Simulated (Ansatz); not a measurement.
Single-point calculation of ZnO

ZnO (P6₃mc, 8 atoms in the cell), computed with DFT PBE, scalar-relativistic, plane waves, PAW, no spin polarisation (Ansatz 0.2.0).

The structure derives from an entry of the Crystallography Open Database. It belongs to a series of runs on one base structure; here: the relaxed cell repeated 2 times. Figures and captions count atoms from 1; the log counts them from 0 in places.

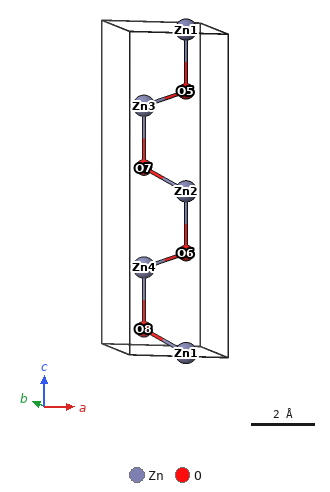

Figure 1. The input geometry (ball-and-stick view of the reduced cell, seen at an oblique angle; atoms are numbered from 1 in the order of the input). An atom can appear more than once, as a periodic image.

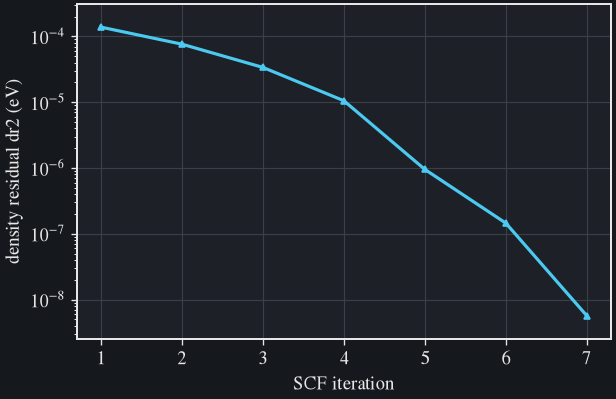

Figure 2. Convergence of the self-consistent field: density residual dr2 against the SCF iteration. The residual falls at every step.

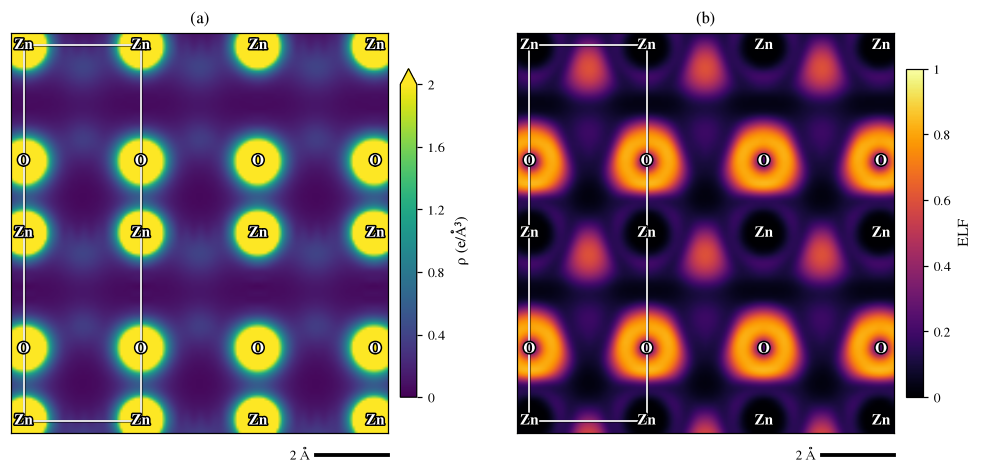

Figure 3. (a) valence pseudo-density; (b) electron localisation function on the (100) plane of the calculation cell. The section cuts through Zn and O sites. Zn–O (1.99 Å): ρ is about 0.59 e/Å³ halfway; the ELF is about 0.25 at the midpoint. Away from the nuclei the density in this plane falls to 0.04 e/Å³ at its lowest. In a PAW calculation such maps are meaningful between the atoms, not at the nuclei.

The input that produced these results follows, with the program's output.

Input:
```yaml
crystal:
  lattice:
    - [-1.624699362, -2.8140618419, 0.0]
    - [1.6246993619, -2.8140618419, 0.0]
    - [0.0, 0.0, 10.4076]
  atoms:
    - { symbol: Zn, position: [0.6666666667, 0.6666666667, 0.0] }
    - { symbol: Zn, position: [0.6666666667, 0.6666666667, 0.5] }
    - { symbol: Zn, position: [0.3333333333, 0.3333333333, 0.25] }
    - { symbol: Zn, position: [0.3333333333, 0.3333333333, 0.75] }
    - { symbol: O, position: [0.6666666667, 0.6666666667, 0.19105] }
    - { symbol: O, position: [0.6666666667, 0.6666666667, 0.69105] }
    - { symbol: O, position: [0.3333333333, 0.3333333333, 0.44105] }
    - { symbol: O, position: [0.3333333333, 0.3333333333, 0.94105] }
basis:
  ecutwfc: 420
kpoints:
  mp_grid: { grid: [9, 9, 3] }
hamiltonian:
  xc: pbe
scf:
  occupations: { method: gaussian, width: 0.05 }
output:
  forces: true
  stress: true
  eigenvalues: true
  write_density: true
  write_potential: true
  elf: true
  volumetric_format: npy
```

Command:
```bash
ansatz run input.yaml --threads 2 --pin off --max-ram 5120MiB --backend cpu --events-out ev --progress --plain --runs-dir out
```

What the program printed:
```
Engine: ansatz 0.2.0, aarch64-unknown-linux-gnu
Pseudopotentials: kind: paw
Pseudopotential: Zn, paw, valence charge 12, recommended cutoff 420 eV (normal), Zn.paw.azcp
Pseudopotential: O, paw, valence charge 6, recommended cutoff 420 eV (normal), O.paw.azcp
Functional definition: PBE
  parameter kappa = 0.804
  parameter beta = 0.06672455060314922
  exchange = pbe_x(kappa = kappa, mu = beta*pi^2/3)
  correlation = pbe_c(beta = beta)
Crystal: 8 atoms, lattice volume = 95.167 Å³
Basis set: ecut = 420 eV, 1895 PW (Γ), exchange–correlation on 48×48×144 points (8 copies of the dense FFT grid, shifted against one another)
Bands: 44, of which v1, the nominal top of the filled ones, is band 36 counted from 1 (35 counted from 0)
Symmetry: 24 space group operations
Space group: P63mc (ITA 186), of the structure as read, at distance tolerance 4.6e-5 Å
k-points: 24 of 243 (time reversal used)
Non-local potential: Zn, projectors of the file, l = 0: 2, l = 1: 2, l = 2: 3, l = 3: 1
Non-local potential: O, projectors of the file, l = 0: 2, l = 1: 2, l = 2: 1
PAW form: soft (Blöchl's): semilocal exchange-correlation on the pseudo side does not see the compensation charge
PAW one-centre angular grid: Zn, 590 points (default); XC on 64 Gauss nodes
PAW one-centre angular grid: O, 110 points (default); XC on 64 Gauss nodes
Initial density: superposition of atomic densities (neutral atoms: chi_scale 0, normalization atom), corrected by the library's trained network
Initial wavefunctions: pseudopotential atomic-orbital guess
Functional: x = pbe(κ = 0.804, μ = 0.2195149727645171), c = pbe(β = 0.06672455060314922)
SCF iter   1: F=—  HF=-15547.329306 eV  |F-HF|=—  |Δ(HF+E_count)|=         —  Δρ=6.88e-4  dr2=1.38e-4  ethr=1.77e-3  ⟨swp⟩=6.2  Hψ=3962  notcnv=0  defer=1
preconditioner: auto → Resta (q_TF=auto, 2.604 Å⁻¹)  ε∞=7.5  [insulator: Δε(μ)=0.806 eV  Ē_g=12.697 eV  σ=0.050 eV  W_gap=1.00  n_scr=38 (ndim 8)  ℏωp=32.3 eV  f_vac=0.036  D(μ)=0.00/eV (n_scr^D=0)  ε∞_Penn≈7.5]
SCF iter   2: F=—  HF=-15547.332611 eV  |F-HF|=—  |Δ(HF+E_count)|=   3.30e-3  Δρ=4.66e-4  dr2=7.60e-5  ethr=1.92e-7  ⟨swp⟩=3.0  Hψ=2700  notcnv=0  defer=13
SCF iter   3: F=—  HF=-15547.332707 eV  |F-HF|=—  |Δ(HF+E_count)|=   9.68e-5  Δρ=2.91e-4  dr2=3.37e-5  ethr=1.06e-7  ⟨swp⟩=2.0  Hψ=1732  notcnv=0  defer=13
SCF iter   4: F=—  HF=-15547.332899 eV  |F-HF|=—  |Δ(HF+E_count)|=   1.92e-4  Δρ=1.29e-4  dr2=1.05e-5  ethr=4.69e-8  ⟨swp⟩=2.0  Hψ=1836  notcnv=0  defer=13
SCF iter   5: F=—  HF=-15547.332905 eV  |F-HF|=—  |Δ(HF+E_count)|=   5.56e-6  Δρ=3.78e-5  dr2=9.50e-7  ethr=1.46e-8  ⟨swp⟩=2.0  Hψ=1740  notcnv=0  defer=13
SCF iter   6: F=—  HF=-15547.332905 eV  |F-HF|=—  |Δ(HF+E_count)|=   7.04e-8  Δρ=1.49e-5  dr2=1.45e-7  ethr=1.32e-9  ⟨swp⟩=2.0  Hψ=1740  notcnv=0  defer=13
SCF iter   7: F=-15547.332905 eV  HF=-15547.332905 eV  |F-HF|=6.90e-9  |Δ(HF+E_count)|=   3.25e-7  Δρ=2.48e-6  dr2=5.68e-9  ethr=1.39e-10  ⟨swp⟩=11.7  Hψ=7424  notcnv=0
SCF 1 converged in 7 iterations: F = -15547.332905 eV  dr2 = 5.68e-9
  greatest PAW one-centre occupation: 0.987 electrons in one spin orbital (limit 2), on the Zn atom at site 3 (counted from 0), in its partial waves of l = 2
SCF converged after 7 iterations
Free energy (F): -15547.332905 eV
Harris-Foulkes:  -15547.332905 eV  (|F-HF|=6.90e-9)
Internal energy: -15547.332905 eV  (E = F + TS)
E sigma→0 (E₀):  -15547.332905 eV
Fermi energy:    7.634160 eV
--- Per-component energies (eV) ---
  E_band       = 131.541701
  E_kinetic    = 1223.975406
  E_local      = -8005.880869  (includes V_loc(G=0)·N_el)
  E_nonlocal   = 2670.867095
  E_hartree    = 3290.738568
  E_xc         = -840.107686
  E_vxc        = -579.987562  (∫ρ·V_xc dr)
  E_paw        = -7961.076020  (= ΣΔE_a)
  E_vpaw       = -1758.915766  (= ΣTr[D̂ρ^β])
  E_aug_tail   = 0.008463  (compensation charges beyond the density's cutoff)
  E_ewald      = -5925.857861
  E_smearing   = -0.000000  (= −TS)
  E_closure    = -0.000000  (closes the sum)
  Σ components = -15547.332905   (vs F -15547.332905, Δ=0.00e0)
--- Forces (eV/Å), atoms counted from 1 ---
  atom   1  Zn    -0.00000000    -0.00000000     0.03121361
  atom   2  Zn    -0.00000000     0.00000000     0.03121361
  atom   3  Zn     0.00000000     0.00000000     0.03121361
  atom   4  Zn     0.00000000     0.00000000     0.03121361
  atom   5  O      0.00000000    -0.00000000    -0.03122172
  atom   6  O      0.00000000    -0.00000000    -0.03122172
  atom   7  O     -0.00000000     0.00000000    -0.03122172
  atom   8  O     -0.00000000     0.00000000    -0.03122172
  max |Σ_I F_I| component: 3.24e-5 eV/Å
--- Stress (GPa, compression-positive) ---
        4.843422       0.000000       0.000000
       -0.000000       4.843422       0.000000
        0.000000       0.000000       5.148734
  P = ⅓ Tr σ = 4.9452 GPa (49.452 kbar)
--- Band table (eV; the first three rows and the last of 24) ---
  k-point 0: bands = ["-10.8485", "-10.4928", "-10.4928", "-10.1167", "1.3426", "1.3426", "1.5157", "1.5157", "1.5821", "1.5821", "1.5821", "1.5821", "1.6022", "1.6356", "1.6999", "1.6999", "2.7019", "2.7019", "2.8304", "2.8304", "2.8304", "2.8304", "2.9138", "2.9138", "3.2000", "4.9989", "4.9989", "6.4456", "6.4456", "6.8428", "6.8428", "6.8428", "6.8428", "7.1358", "7.2310", "7.2310", "8.0352", "10.7005", "10.7005", "12.4419", "15.4847", "17.3366", "17.3366", "20.0977"]
  k-point 1: bands = ["-10.8020", "-10.6731", "-10.3074", "-10.1683", "1.3644", "1.4330", "1.5155", "1.5217", "1.5217", "1.5431", "1.5431", "1.5500", "1.6340", "1.6340", "1.6805", "1.6805", "2.7214", "2.7214", "2.7713", "2.7713", "2.8785", "2.8785", "2.9057", "2.9057", "3.5131", "4.2014", "5.8009", "6.4992", "6.4992", "6.5861", "6.6454", "6.6454", "7.0384", "7.0384", "7.1791", "7.1791", "8.6774", "9.6829", "11.5898", "12.2133", "15.6887", "16.3014", "18.7712", "20.1001"]
  k-point 2: bands = ["-10.7811", "-10.4422", "-10.4422", "-10.0872", "1.2925", "1.2925", "1.4421", "1.5558", "1.6304", "1.6304", "1.6304", "1.6304", "1.6381", "1.6840", "1.7445", "1.7556", "2.6738", "2.6981", "2.8282", "2.8282", "2.8315", "2.8315", "2.9199", "2.9722", "3.1847", "4.9883", "4.9883", "6.0026", "6.2799", "6.5209", "6.5209", "6.5374", "6.7164", "6.7164", "7.0549", "7.1398", "8.8899", "11.0683", "11.0683", "12.9439", "15.4772", "17.2886", "17.2886", "18.9157"]
  k-point 23: bands = ["-9.9937", "-9.9937", "-9.9882", "-9.9882", "1.5289", "1.5965", "1.5965", "1.6109", "1.7823", "1.7823", "1.9325", "2.1327", "2.3007", "2.3007", "2.4002", "2.4002", "2.6494", "2.6793", "2.7396", "2.7599", "2.9551", "2.9551", "3.1487", "3.1487", "3.5731", "3.5731", "3.6394", "3.6545", "3.6545", "4.0367", "4.9894", "5.3381", "5.5056", "5.5056", "5.8466", "5.8466", "14.9663", "14.9663", "15.0500", "15.1006", "15.1006", "15.1665", "15.3475", "15.3826"]
```

Results in brief:

```json
{"quantity": "outcome", "value": "converged"}
{"quantity": "space group (tolerance 0.01 Å)", "value": "P6₃mc (186)"}
{"quantity": "electrons treated", "value": "72"}
{"quantity": "free energy", "value": "−15547.3329 eV"}
{"quantity": "Fermi energy", "value": "7.634 eV"}
{"quantity": "gap on the k-point mesh", "value": "0.80 eV"}
{"quantity": "pressure", "value": "4.95 GPa"}
{"quantity": "largest force (length of the vector)", "value": "0.031 eV/Å"}
{"quantity": "hardware", "value": "2 threads of Arm Neoverse V2, 24 GiB of memory available, shared host"}
{"quantity": "wall time", "value": "5.3 s (CPU time 10 s)"}
{"quantity": "peak memory", "value": "0.36 GiB"}
```
